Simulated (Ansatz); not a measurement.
## Band-structure calculation of VH$_{2}$

VH$_{2}$ (Fm-3m, 3 atoms in the cell), computed with DFT PBEsol, scalar-relativistic, plane waves, PAW, no spin polarisation (Ansatz 0.2.0).

The structure derives from an entry of the Crystallography Open Database. Figures and captions count atoms from 1; the log counts them from 0 in places.

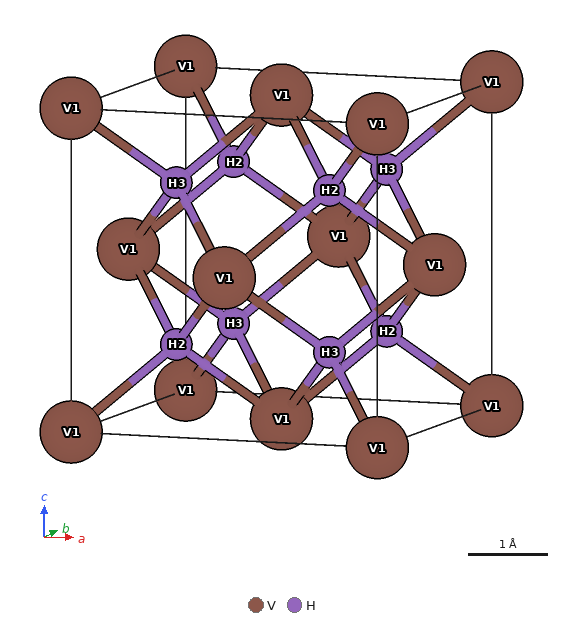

Fig. 1: The input geometry (ball-and-stick view of the cell 4 times as large as that of the calculation, set on its symmetry axes, seen slightly off an axis; atoms are numbered from 1 in the order of the input). An atom can appear more than once, as a periodic image. Near neighbours in the periodic cell (some may lie outside the picture): V has 8 H at 1.80 Å; H has 4 V at 1.80 Å.

## Results in brief

- outcome: converged
- space group (tolerance 0.01 Å): Fm-3m (225)
- electrons treated: 15
- free energy: −2917.4467 eV
- Fermi energy: 14.157 eV
- gap on the k-point mesh: none (metallic)
- pressure: 0.00 GPa
- largest force (length of the vector): under 0.001 eV/Å
- hardware: 1 thread of Arm Neoverse V1, 24 GiB of memory available, shared host
- wall time: 24 s
- peak memory: 0.34 GiB

## Remarks

The run has no spin polarisation, so a magnetic state may lie lower.

## Input file
```yaml
crystal:
  lattice:
    - [0.0, 2.0820882353, 2.0820882353]
    - [2.0820882353, 0.0, 2.0820882353]
    - [2.0820882353, 2.0820882353, 0.0]
  atoms:
    - { symbol: V, position: [0.0, 0.0, 0.0] }
    - { symbol: H, position: [0.25, 0.25, 0.25] }
    - { symbol: H, position: [0.75, 0.75, 0.75] }
basis:
  ecutwfc: 420
kpoints:
  mp_grid: { grid: [18, 18, 18] }
  band_path:
    path:
      - [[0.0, 0.0, 0.0], [0.5, 0.0, 0.5], [0.625, 0.25, 0.625]]
      - [[0.375, 0.375, 0.75], [0.0, 0.0, 0.0], [0.5, 0.5, 0.5], [0.5, 0.25, 0.75], [0.5, 0.0, 0.5]]
    npoints: 14
hamiltonian:
  xc: pbesol
scf:
  occupations: { method: gaussian, width: 0.1 }
  n_extra_bands: 7
output:
  forces: true
  stress: true
  eigenvalues: true
  populations: true
  dos: { projected: true, de: 0.02, nscf_kmesh: { grid: [27, 27, 27] } }
  bader: true
  write_density: true
  write_potential: true
  elf: true
  volumetric_format: npy
```

Launch command:
```bash
ansatz run input.yaml --threads 1 --pin off --max-ram 2560MiB --backend cpu --events-out ev --progress --plain --runs-dir out
```

## Log
```
scf.n_extra_bands = 7 over 8 filled bands (N_el = 15.0): the run solves 15 bands
Engine: ansatz 0.2.0, aarch64-unknown-linux-gnu
Pseudopotentials: kind: paw
Pseudopotential: V, paw, valence charge 13, recommended cutoff 420 eV (normal), V.paw.azcp
Pseudopotential: H, paw, valence charge 1, recommended cutoff 420 eV (normal), H.paw.azcp
Functional definition: PBEsol
  exchange = pbesol_x
  correlation = pbesol_c
Crystal: 3 atoms, lattice volume = 18.052 Å³
Basis set: ecut = 420 eV, 339 PW (Γ), exchange–correlation on 40×40×40 points (8 copies of the dense FFT grid, shifted against one another)
Bands: 15, of which v1, the nominal top of the filled ones, is band 8 counted from 1 (7 counted from 0)
Symmetry: 48 space group operations
Space group: Fm-3m (ITA 225), of the structure as read, at distance tolerance 2.6e-5 Å
k-points: 195 of 5832
Non-local potential: V, projectors of the file, l = 0: 3, l = 1: 2, l = 2: 3, l = 3: 1
Non-local potential: H, projectors of the file, l = 0: 2, l = 1: 1
PAW form: soft (Blöchl's): semilocal exchange-correlation on the pseudo side does not see the compensation charge
PAW frozen core: V, regenerated for the run's functional, and the local potential with it (the file was generated under x = pbe(κ = 0.804, μ = 0.2195149727645171), c = pbe(β = 0.06672455060314922))
PAW one-centre angular grid: V, 590 points (default); XC on 64 Gauss nodes
PAW one-centre angular grid: H, 110 points (default); XC on 64 Gauss nodes
Initial density: superposition of atomic densities (neutral atoms: chi_scale 0, normalization atom), corrected by the library's trained network
Initial wavefunctions: pseudopotential atomic-orbital guess
Functional: x = pbesol(κ = 0.804, μ = 0.12345679012345678), c = pbesol(β = 0.046)
SCF iter   1: F=—  HF=-2917.448940 eV  |F-HF|=—  |Δ(HF+E_count)|=         —  Δρ=1.04e-2  dr2=7.95e-3  ethr=1.77e-3  ⟨swp⟩=4.3  Hψ=13442  notcnv=0
preconditioner: auto → none  [metal: Δε(μ)=0.028 eV  Ē_g=12.364 eV  σ=0.100 eV  W_gap=0.15  n_scr=8 (ndim 8)  ℏωp=23.1 eV  f_vac=0.000  D(μ)=1.30/eV (n_scr^D=14)  sad-step TF]
SCF iter   2: F=—  HF=-2917.447626 eV  |F-HF|=—  |Δ(HF+E_count)|=   1.31e-3  Δρ=6.32e-3  dr2=3.57e-3  ethr=5.30e-5  ⟨swp⟩=1.0  Hψ=4485  notcnv=0
SCF iter   3: F=—  HF=-2917.446715 eV  |F-HF|=—  |Δ(HF+E_count)|=   9.11e-4  Δρ=7.85e-4  dr2=5.61e-5  ethr=2.38e-5  ⟨swp⟩=1.3  Hψ=2690  notcnv=0
SCF iter   4: F=—  HF=-2917.446702 eV  |F-HF|=—  |Δ(HF+E_count)|=   1.28e-5  Δρ=1.29e-4  dr2=1.37e-6  ethr=3.74e-7  ⟨swp⟩=2.7  Hψ=4235  notcnv=0
iter 5 did not close the SCF: its close was put off for the readings that it lacked (scf_convergence_deferred on its scf_iter line)
SCF iter   5: F=-2917.446702 eV  HF=-2917.446702 eV  |F-HF|=1.76e-9  |Δ(HF+E_count)|=   3.33e-7  Δρ=9.13e-6  dr2=6.88e-9  ethr=9.12e-9  ⟨swp⟩=2.1  Hψ=3263  notcnv=0
SCF iter   6: F=-2917.446702 eV  HF=-2917.446702 eV  |F-HF|=2.05e-11  |Δ(HF+E_count)|=  4.36e-10  Δρ=3.84e-7  dr2=1.92e-11  ethr=4.59e-11  ⟨swp⟩=7.0  Hψ=14430  notcnv=0
SCF 1 converged in 6 iterations: F = -2917.446702 eV  dr2 = 1.92e-11
  greatest PAW one-centre occupation: 1.000 electrons in one spin orbital (limit 2), on the V atom at site 0 (counted from 0), in its partial waves of l = 0
```

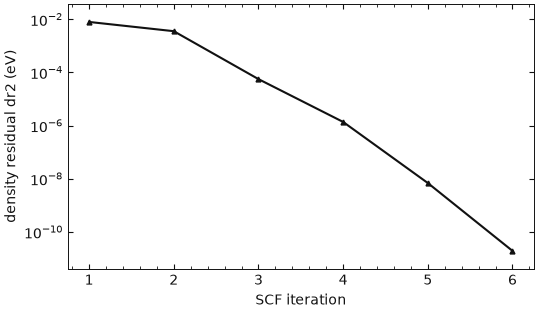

Fig. 2: Convergence of the self-consistent field: density residual dr2 against the SCF iteration. The residual falls at every step.

```
NSCF: frozen V_eff on 86 k-points
NSCF: frozen V_eff on 560 k-points
SCF converged after 6 iterations
Free energy (F): -2917.446702 eV
Harris-Foulkes:  -2917.446702 eV  (|F-HF|=2.05e-11)
Internal energy: -2917.440227 eV  (E = F + TS)
E sigma→0 (E₀):  -2917.443465 eV
Entropy (-TS):   -0.006476 eV (-2.159 meV/atom)
Fermi energy:    14.157301 eV
--- Per-component energies (eV) ---
  E_band       = -176.428358
  E_kinetic    = 367.611144
  E_local      = -1038.340291  (includes V_loc(G=0)·N_el)
  E_nonlocal   = -41.144377
  E_hartree    = 462.793048
  E_xc         = -149.035191
  E_vxc        = -190.433356  (∫ρ·V_xc dr)
  E_paw        = -1088.054910  (= ΣΔE_a)
  E_vpaw       = -199.705292  (= ΣTr[D̂ρ^β])
  E_aug_tail   = -0.002467  (compensation charges beyond the density's cutoff)
  E_ewald      = -1431.416861
  E_core_change = 0.149679  (= ΣΔE_core)
  E_smearing   = -0.006476  (= −TS)
  E_closure    = 0.000000  (closes the sum)
  Σ components = -2917.446702   (vs F -2917.446702, Δ=0.00e0)
--- Forces (eV/Å), atoms counted from 1 ---
  atom   1  V     -0.00000000     0.00000000     0.00000000
  atom   2  H      0.00000000     0.00000000    -0.00000000
  atom   3  H      0.00000000     0.00000000     0.00000000
  max |Σ_I F_I| component: 4.63e-18 eV/Å
--- Stress (GPa, compression-positive) ---
       -0.001395       0.000000      -0.000000
        0.000000      -0.001395       0.000000
        0.000000       0.000000      -0.001395
  P = ⅓ Tr σ = -0.0014 GPa (-0.014 kbar)
--- Band table (eV; the first three rows and the last of 195) ---
  k-point 0: bands = ["-50.0917", "-23.8599", "-23.8599", "-23.8599", "2.3880", "13.1173", "13.1173", "13.1173", "14.9850", "14.9850", "15.5129", "30.5659", "31.8804", "31.8804", "31.8804"]
  k-point 1: bands = ["-50.0897", "-23.8735", "-23.8616", "-23.8616", "2.4748", "12.6808", "13.1517", "13.1517", "14.9646", "14.9646", "16.0016", "29.5093", "31.8438", "31.8438", "32.1909"]
  k-point 2: bands = ["-50.0839", "-23.9126", "-23.8664", "-23.8664", "2.7299", "11.8555", "13.2441", "13.2441", "14.9167", "14.9167", "16.9672", "27.9770", "31.5611", "31.7386", "31.7386"]
  k-point 194: bands = ["-50.0021", "-24.1717", "-24.1232", "-24.0107", "7.8312", "8.0114", "11.2459", "14.5761", "15.9317", "17.5174", "18.2991", "20.9194", "21.9590", "29.0452", "31.1606"]
--- Löwdin populations: 3 sites ---
  site symbol       q [e]
     0      V     12.5233
     1      H      1.1861
     2      H      1.1861
  spilling = 0.006974 (of n_electrons = 15.000000)
--- Bader charges: 3 sites ---
  site symbol  charge [e]  shift [e]
     0      V      1.1383     0.0021
     1      H     -0.5692     0.0011
     2      H     -0.5692     0.0011
  estimated error of the sums over rays = 3.2e-4 e
```

## File bader_charges.tsv
```
# site	symbol	x_ang	y_ang	z_ang	partial_charge_e	electrons	volume_ang3	relative_density_drop	shared_charge_e	partial_wave_shift_e
# quadrature_error_electrons = 3.2e-4
0	V	0.0000	0.0000	0.0000	1.13834	21.86166	9.39	-	1.13834	0.00212
1	H	1.0410	1.0410	1.0410	-0.56917	1.56917	4.33	-	-0.56917	0.00106
2	H	3.1231	3.1231	3.1231	-0.56917	1.56917	4.33	-	-0.56917	0.00106
```

## File populations.tsv
```
# site	symbol	l	j	q
# orbitals = lowdin
# n_electrons = 15.000000
# spilling = 0.006974
0	V	0_3S	-	1.983635
0	V	0_4S	-	0.387906
0	V	1_3P	-	5.992489
0	V	2_3D	-	4.159252
1	H	0_1S	-	1.186054
2	H	0_1S	-	1.186054
```

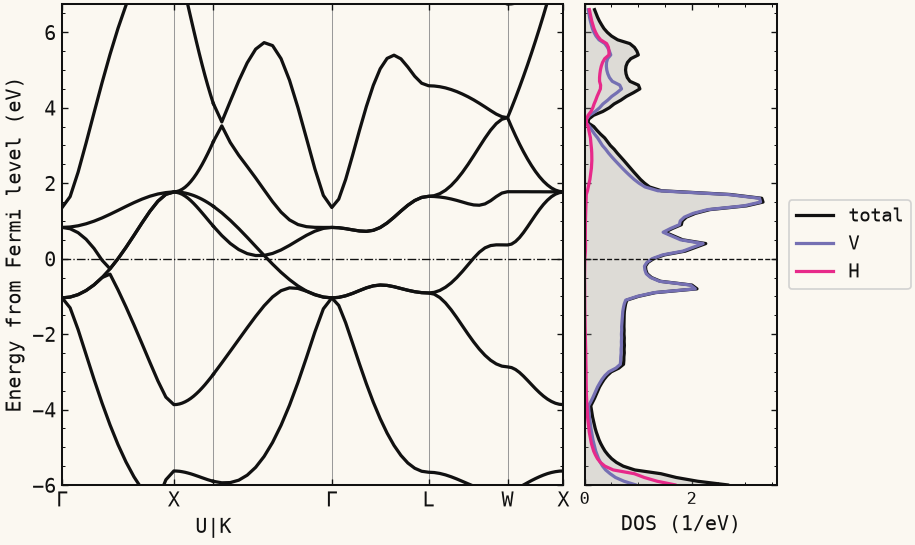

Fig. 3: Band structure along Γ–X–U|K–Γ–L–W–X and density of states (projected on Löwdin-orthogonalised atomic shells), with energies from the Fermi level. Bands cross the Fermi level: a metal at this level of theory.

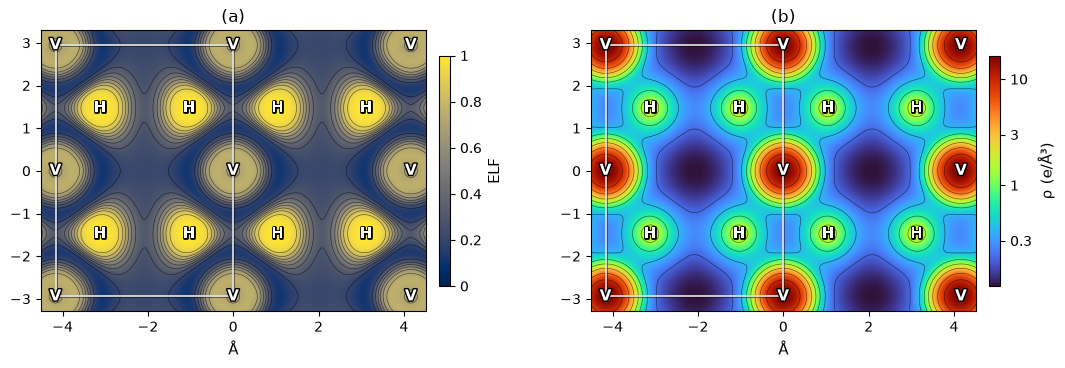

Fig. 4: (a) ELF; (b) valence charge density (pseudo) on the (011) plane of the conventional cell. V–H (1.80 Å): ρ is about 0.65 e/Å³ halfway, with its minimum of 0.45 e/Å³ about 1.1 Å from V; the ELF climbs to about 1 towards the hydrogen, as it does in any bond to H. Away from the nuclei the density in this plane falls to 0.11 e/Å³ at its lowest. The strong features right at V lie inside the PAW spheres (semicore, d or f shells) and say nothing about bonding. Core electrons are frozen (PAW), so the fields are smoothed inside the atomic spheres.

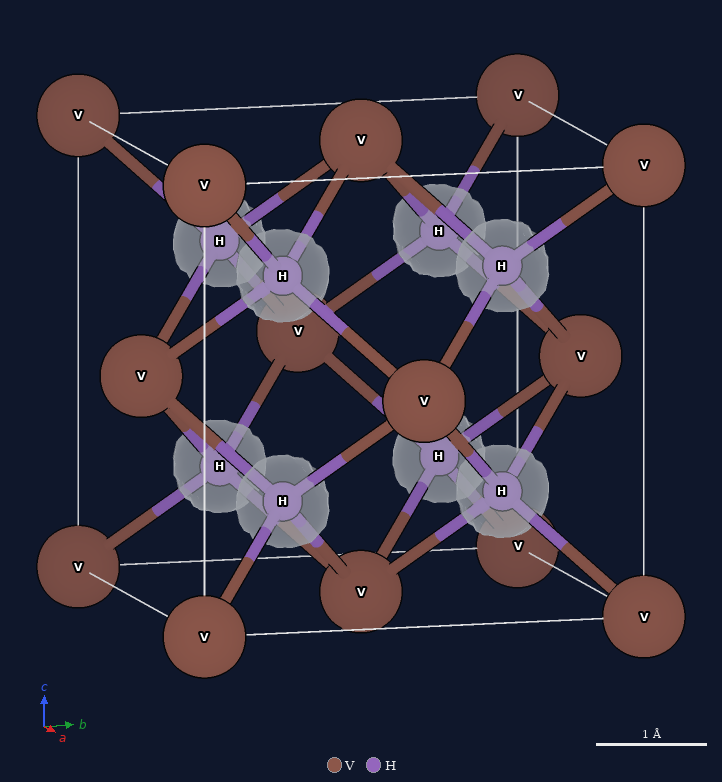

Fig. 5: Isosurface of the electron localisation function at 0.9 (grey), seen slightly off an axis. Only the valence region is drawn (cores and ρ < 0.01 e/Å³ removed). Sticks mark near contacts. The outline is the cell set on symmetry axes. Values along the shortest contacts: V–H (1.80 Å): the ELF climbs to about 1 towards the hydrogen.
